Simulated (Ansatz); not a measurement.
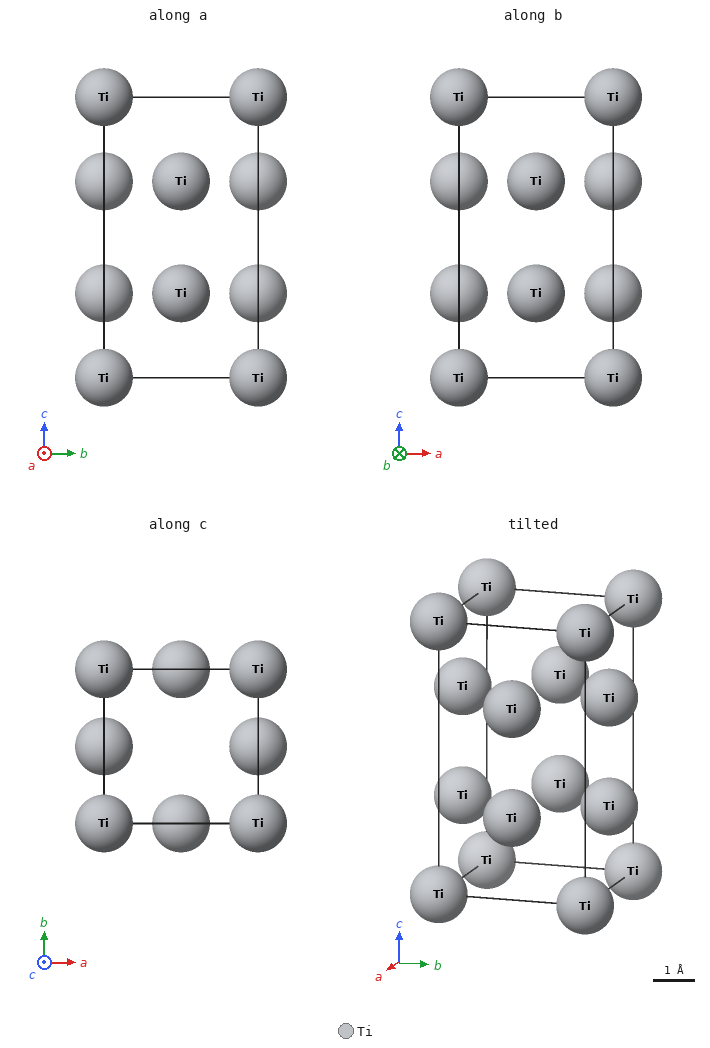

Spheres-only drawing of the structure, looking along the a axis, along the b axis, along the c axis and slightly off an axis. Atoms at the boundary of the conventional unit cell (the box) are drawn once for each face, edge or corner they touch.

Lattice parameters: a = 3.765 Å, b = 3.765 Å, c = 6.853 Å, α = 90.00°, β = 90.00°, γ = 90.00°.

> Put the structure into a table of Wyckoff sites, with free fractional coordinates to two decimals.

Space group P4/mmm (No. 123).
```csv
atom,site,x,y,z
Ti,4i,0.50,0.00,0.30
Ti,1a,0.00,0.00,0.00
```

The cell started as a structure type filled with this element by a generator (whether the element takes this form wasn't checked). A relaxation with Ansatz, DFT PBE, scalar-relativistic, plane waves, PAW gave the geometry drawn.
